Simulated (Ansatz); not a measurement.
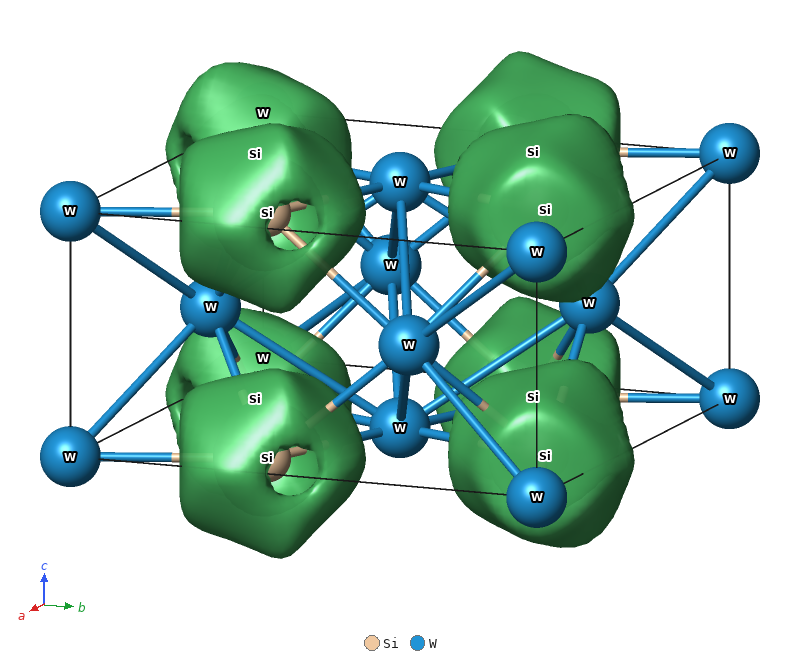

The picture shows: Si2W3. Isosurface of the electron localisation function at 0.55 (green), seen slightly off an axis. Only the valence region is drawn (cores and ρ < 0.01 e/Å³ removed). Sticks mark near contacts.

Space group P4/mbm; a structure from a database of computed crystals, not necessarily the ambient phase.

Computed with DFT PBEsol, scalar-relativistic, plane waves, PAW (Ansatz 0.2.0).

### Where are the electrons localised?

At this value the surface marks out four regions wrapped around Si (the valence shell of each), counted in one cell of 10 atoms. Regions shared between cells count once.

Values along the shortest contacts:
Si–Si (2.50 Å): the ELF reaches about 0.50 near the midpoint. Si–W (2.52 Å): the ELF peaks at about 0.65 in the valence shell of Si, 0.9 Å from its nucleus, and is about 0.40 at the midpoint.

### Does the calculation make it a metal, or give it a gap?

It is metallic or semimetallic at this level of theory: no gap opens.
